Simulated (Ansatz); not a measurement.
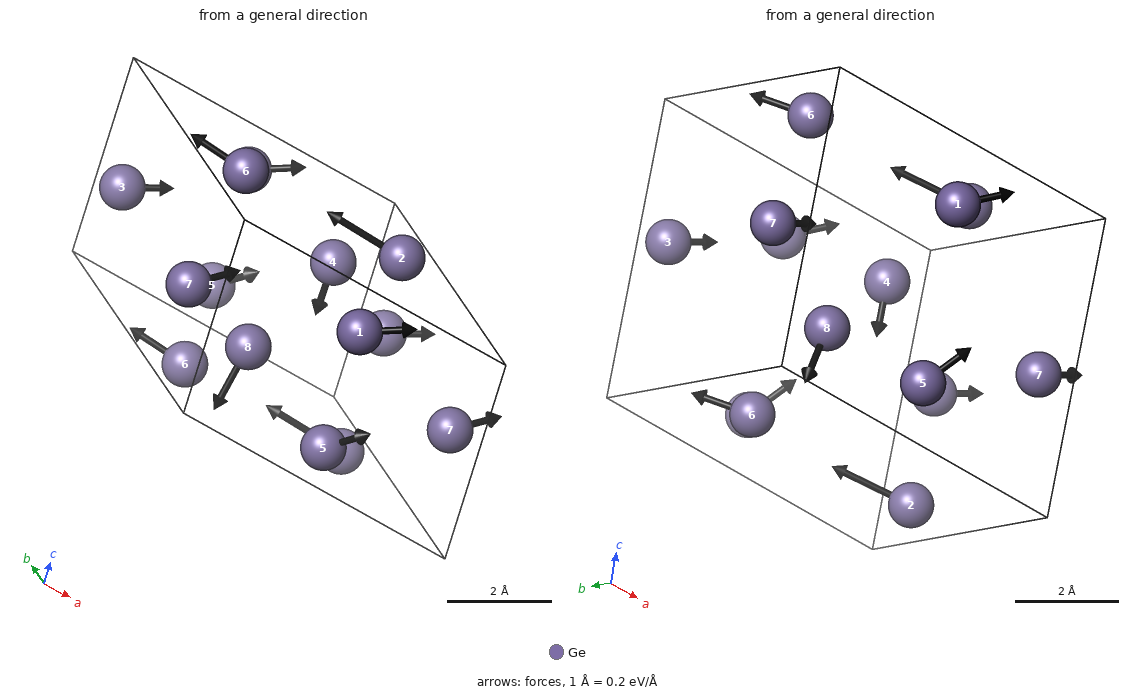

Drawn in the spheres-only manner and seen from two general directions. The parallelepiped is the simulation cell. The arrows are the computed forces on the atoms.

System: Ge. Results below were computed with Ansatz 0.2.0, DFT r2SCAN, scalar-relativistic, plane waves, PAW; the settings were a kinetic-energy cutoff of 500 eV, an 8×8×8 grid in reciprocal space, Gaussian smearing of 0.15 eV, no spin polarisation.

> Is this an equilibrium geometry?

No. The atoms still feel forces of up to about 0.26 eV/Å, far above a usual threshold of 0.01 to 0.03 eV/Å.

> Which atom is pushed hardest?

Ge2, about 0.26 eV/Å.

The starting point was a structure listed in the Materials Project. The cell was then strained or its atoms displaced on purpose. Ansatz was used for an electronic-structure calculation on it.
